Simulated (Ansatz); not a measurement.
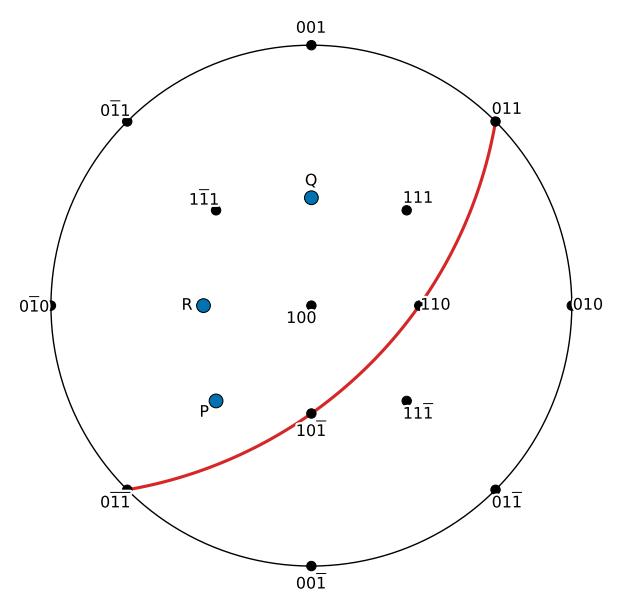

Crystal: B, coordinates from a relaxation with Ansatz, DFT PBE, scalar-relativistic, plane waves, PAW; the starting structure was generated, so it need not be a known form of this composition. Stereographic projection of plane normals (upper hemisphere) centred on (1 0 0). The drawing is computed from the coordinates (standard cell, symmetry found to 0.002 Å).

a = 5.409 Å, b = 5.409 Å, c = 5.409 Å, α = 90.00°, β = 90.00°, γ = 90.00°.

Q: Index the poles marked P, Q, R.

A: P is (1 −1 −1), 54.7° from the centre; Q is (1 0 1), 45.0° from the centre; R is (1 −1 0), 45.0° from the centre.

Q: Which zone does the coloured great circle trace?

A: The zone [1 −1 1]: its poles satisfy h − k + l = 0.

Q: What is the angle between the normals of (1 1 −1) and (1 0 1), and what are their d_hkl = 1/|g|?

A: 90.0°; d = 3.123 Å and 3.825 Å.
